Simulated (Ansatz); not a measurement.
## Single-point calculation of TaN (part 2 of 2)

The same run, continued: TaN (slab, 24 atoms in the cell); DFT PBE+D3(BJ), scalar-relativistic, plane waves, PAW, no spin polarisation (Ansatz 0.2.0); cutoff 420 eV, 3×3×1 k-mesh, Gaussian smearing of 0.1 eV. The structure derives from an entry of the Crystallography Open Database. It belongs to a series of runs on one base structure; here: the slab at its places in the relaxed adsorbed structure.

Geometry of the input (Å; fractional positions):
```
5.7616  0.0000  0.0000
0.0000  5.8570  0.0000
0.0000  0.0000  25.8890
N  0.0000  0.7500  0.3090
N  0.0000  0.2500  0.3090
N  0.5000  0.7500  0.3090
N  0.5000  0.2500  0.3090
Ta 0.2500  0.0000  0.3417
Ta 0.2500  0.5000  0.3417
Ta 0.7500  0.0000  0.3417
Ta 0.7500  0.5000  0.3417
N  0.0000  0.5000  0.4070
N  0.0000  0.0000  0.4070
N  0.5000  0.5000  0.4070
N  0.5000  0.0000  0.4070
Ta 0.2504  0.7492  0.4409
Ta 0.2503  0.2508  0.4409
Ta 0.7497  0.7492  0.4409
Ta 0.7497  0.2508  0.4409
N  0.0000  0.2501  0.5063
N  0.0000  0.7498  0.5064
N  0.5001  0.2531  0.5056
N  0.5001  0.7469  0.5056
Ta 0.2554  0.4997  0.5408
Ta 0.2491  0.0001  0.5375
Ta 0.7448  0.4998  0.5408
Ta 0.7510  0.0001  0.5375
```

Output, continued
```
  k-point 0: bands = ["-66.6277", "-66.5784", "-66.5378", "-66.4901", "-66.3120", "-66.2691", "-66.2621", "-66.2336", "-66.2206", "-66.1998", "-66.1858", "-66.1529", "-33.6683", "-33.6628", "-33.5089", "-33.5031", "-33.4511", "-33.4320", "-33.3744", "-33.3311", "-33.2745", "-33.2309", "-33.1736", "-33.0885", "-33.0624", "-33.0618", "-32.9797", "-32.9532", "-32.9463", "-32.8972", "-32.8818", "-32.8151", "-32.8126", "-32.8067", "-32.7424", "-32.7251", "-32.7137", "-32.6316", "-32.6296", "-32.5940", "-32.5701", "-32.5394", "-32.5231", "-32.4817", "-32.3437", "-32.3013", "-32.2786", "-32.2177", "-15.2225", "-14.1344", "-13.8450", "-13.6574", "-13.5824", "-13.4887", "-13.2568", "-13.1792", "-12.2562", "-11.4551", "-10.9275", "-10.8661", "-6.7048", "-5.9657", "-5.7686", "-5.6049", "-5.5825", "-5.1591", "-5.0019", "-4.9299", "-4.6989", "-4.3934", "-4.0001", "-3.7865", "-3.6466", "-3.2712", "-3.2312", "-3.2069", "-3.1993", "-2.8672", "-2.7503", "-2.5154", "-2.4321", "-2.3047", "-2.2869", "-2.1385", "-1.8659", "-1.6598", "-1.5901", "-1.5515", "-1.5068", "-1.3873", "-1.2080", "-0.9539", "-0.8916", "-0.8365", "-0.6227", "-0.1272", "0.1252", "0.5516", "0.7153", "0.7202", "0.8164", "0.9333", "0.9816", "1.0115", "1.1198", "1.2006", "1.7895", "1.9183", "2.1058", "2.7090", "2.9469", "3.3255", "3.3745", "3.4321", "3.6931", "4.1863", "4.3788", "4.5279", "4.7841", "5.0608", "5.1212", "5.1837", "5.2112", "5.2916", "5.3993", "5.5530", "5.6297", "5.6364", "5.6794", "5.7464", "5.7513", "5.7535"]
  k-point 1: bands = ["-66.6241", "-66.5750", "-66.5414", "-66.4935", "-66.3014", "-66.2799", "-66.2519", "-66.2310", "-66.2251", "-66.2082", "-66.1775", "-66.1611", "-33.6335", "-33.5428", "-33.5017", "-33.4234", "-33.3617", "-33.3523", "-33.3347", "-33.2848", "-33.1928", "-33.1463", "-33.1460", "-33.1173", "-33.0953", "-33.0904", "-33.0420", "-32.9970", "-32.9889", "-32.9253", "-32.9112", "-32.8166", "-32.8101", "-32.7881", "-32.7400", "-32.7214", "-32.7101", "-32.6590", "-32.6519", "-32.6237", "-32.5766", "-32.5623", "-32.5532", "-32.5409", "-32.4647", "-32.3684", "-32.3275", "-32.2949", "-14.8691", "-14.0927", "-13.8773", "-13.7818", "-13.6607", "-13.4112", "-13.4011", "-13.2484", "-11.9330", "-11.2922", "-11.2738", "-10.9968", "-6.2135", "-5.4681", "-5.4420", "-5.4385", "-5.3985", "-5.3505", "-5.2157", "-4.8726", "-4.8725", "-4.2521", "-4.2233", "-3.7581", "-3.4883", "-3.4172", "-3.3646", "-3.1322", "-3.0620", "-2.8108", "-2.6201", "-2.5685", "-2.4769", "-2.3484", "-2.3249", "-2.2728", "-2.0907", "-1.9582", "-1.6670", "-1.3613", "-1.2924", "-1.1574", "-1.0345", "-0.8377", "-0.7982", "-0.4324", "-0.0455", "0.1348", "0.2961", "0.3319", "0.4470", "0.4682", "0.6499", "0.7882", "1.1227", "1.2104", "1.3192", "1.3363", "1.5227", "1.5775", "1.8461", "2.5682", "2.5870", "2.7328", "3.1352", "3.6293", "3.6332", "4.0630", "4.1370", "4.2731", "4.2936", "4.3102", "4.5836", "4.6078", "4.8711", "4.9890", "5.0561", "5.2025", "5.2595", "5.2731", "5.5347", "5.5362", "5.7430", "5.7552"]
  k-point 2: bands = ["-66.6164", "-66.5897", "-66.5259", "-66.5020", "-66.2995", "-66.2746", "-66.2570", "-66.2327", "-66.2217", "-66.1978", "-66.1881", "-66.1646", "-33.6239", "-33.5437", "-33.4755", "-33.3930", "-33.3521", "-33.3221", "-33.3073", "-33.2676", "-33.2472", "-33.1380", "-33.0535", "-33.0446", "-33.0258", "-32.9822", "-32.9786", "-32.9759", "-32.9560", "-32.9231", "-32.9017", "-32.8749", "-32.8739", "-32.8293", "-32.8189", "-32.7882", "-32.7389", "-32.7352", "-32.7141", "-32.6597", "-32.6091", "-32.5621", "-32.5601", "-32.5482", "-32.5039", "-32.4832", "-32.2806", "-32.2388", "-14.7821", "-13.9371", "-13.8948", "-13.7552", "-13.6023", "-13.5571", "-13.3975", "-13.2792", "-11.9640", "-11.3019", "-11.2977", "-11.0363", "-5.7941", "-5.6905", "-5.5553", "-5.5343", "-5.5145", "-5.4421", "-5.2615", "-4.4213", "-4.1626", "-4.0510", "-4.0279", "-3.8248", "-3.7961", "-3.3857", "-3.3713", "-3.2840", "-3.1705", "-3.0652", "-2.9727", "-2.9313", "-2.7945", "-2.3304", "-2.1721", "-2.1011", "-2.0880", "-2.0139", "-1.9073", "-1.7700", "-1.6969", "-1.5512", "-0.8803", "-0.6181", "-0.3093", "-0.0264", "0.0730", "0.0856", "0.1834", "0.3111", "0.6037", "0.6986", "0.7249", "1.1457", "1.1847", "1.3166", "1.3693", "1.3754", "1.5481", "1.8552", "2.1005", "2.4992", "2.6968", "2.8251", "2.8343", "2.9712", "3.6574", "3.7726", "3.9961", "4.2867", "4.5570", "4.6784", "4.7902", "4.8641", "4.9048", "4.9674", "5.0908", "5.2630", "5.3905", "5.5190", "5.5761", "5.5972", "5.6473", "5.8124"]
  k-point 4: bands = ["-66.6130", "-66.5862", "-66.5295", "-66.5055", "-66.2890", "-66.2677", "-66.2643", "-66.2432", "-66.2133", "-66.1964", "-66.1895", "-66.1729", "-33.4664", "-33.4476", "-33.3955", "-33.3519", "-33.2983", "-33.2510", "-33.2290", "-33.2216", "-33.1890", "-33.1576", "-33.0878", "-33.0691", "-33.0353", "-33.0224", "-33.0173", "-32.9930", "-32.9551", "-32.9504", "-32.9431", "-32.9007", "-32.8821", "-32.8223", "-32.7989", "-32.7902", "-32.7552", "-32.7371", "-32.6970", "-32.6485", "-32.6356", "-32.6280", "-32.5864", "-32.5783", "-32.5420", "-32.5024", "-32.4398", "-32.3925", "-14.5103", "-13.9484", "-13.8542", "-13.7540", "-13.7382", "-13.5013", "-13.4236", "-13.4000", "-11.7247", "-11.2721", "-11.2691", "-11.2625", "-5.4512", "-5.3022", "-5.1603", "-5.1373", "-5.0954", "-5.0852", "-5.0145", "-4.5973", "-4.3458", "-3.9547", "-3.8902", "-3.8011", "-3.6930", "-3.5575", "-3.4588", "-3.4211", "-3.3495", "-3.3296", "-2.9716", "-2.9041", "-2.8653", "-2.8439", "-2.6460", "-2.4723", "-2.0682", "-2.0636", "-1.7115", "-1.7071", "-1.2596", "-1.2536", "-1.1376", "-0.7761", "-0.7023", "-0.0776", "0.1072", "0.1160", "0.3161", "0.4043", "0.4300", "0.5338", "0.6155", "0.7674", "0.9037", "1.2205", "1.3534", "1.4028", "1.5560", "1.6390", "1.8507", "1.9532", "2.0222", "2.6800", "3.4551", "3.6604", "3.9061", "4.0699", "4.1548", "4.1819", "4.3600", "4.5314", "4.6908", "4.7973", "4.9423", "5.0024", "5.2084", "5.2437", "5.2663", "5.3605", "5.4815", "5.6161", "5.6625", "5.7563"]
```

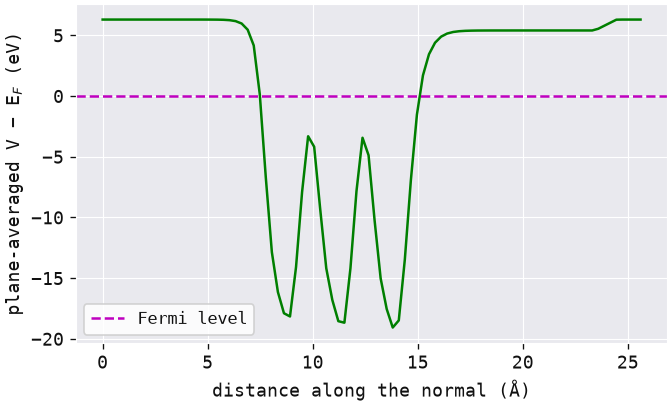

**Figure 1.** Plane average of the electrostatic potential energy of an electron across the cell, from the Fermi level. The vacuum level lies 5.39 eV above the Fermi level on the upper side and 6.29 eV on the lower.

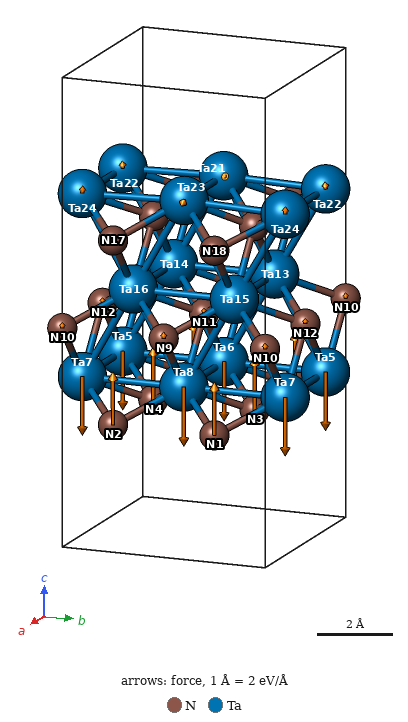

**Figure 2.** Forces on the atoms as orange arrows (ball-and-stick view of the cell of the calculation, with the vacuum cut short, seen slightly off an axis; atoms are numbered from 1 in the order of the input); the smallest are left out. The largest act on Ta6, Ta8 (3.33 eV/Å); Ta5, Ta7 (3.30 eV/Å); N1, N2, N3, N4 (2.99 eV/Å). The geometry is not a stationary point of this energy.

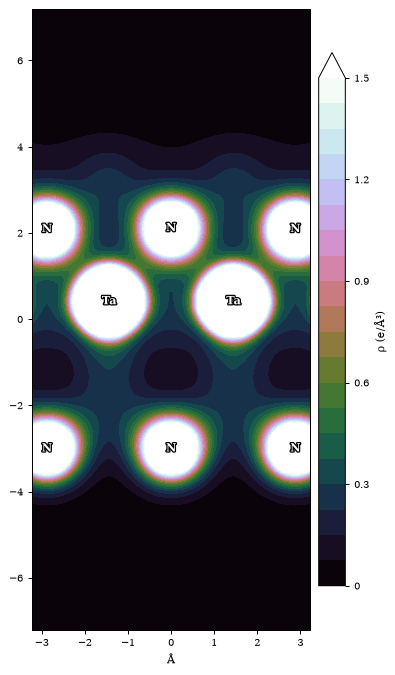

**Figure 3.** Valence electron density on the (010) plane of the calculation cell, a cut from vacuum to vacuum. Atoms in the plane: N and Ta. Ta–N (2.23 Å): ρ at the midpoint is about 0.54 e/Å³. Ta–Ta (2.88 Å): ρ is about 0.29 e/Å³ halfway. The density dies away to nearly zero in the vacuum. In a PAW calculation such maps are meaningful between the atoms, not at the nuclei.

Results in brief

| quantity | value |
| --- | --- |
| outcome | converged |
| electrons treated | 216 |
| free energy | −123817.4324 eV |
| work function, top face | 5.39 eV |
| work function, bottom face | 6.29 eV |
| Fermi energy | 1.829 eV |
| gap on the k-point mesh | none (metallic) |
| work function (upper face) | 5.39 eV |
| largest force (length of the vector) | 3.332 eV/Å |
| wall time | 11 s (CPU time 40 s) |
| peak memory | 2.2 GiB |

Notes

Spin–orbit coupling is left out, which matters for Ta.
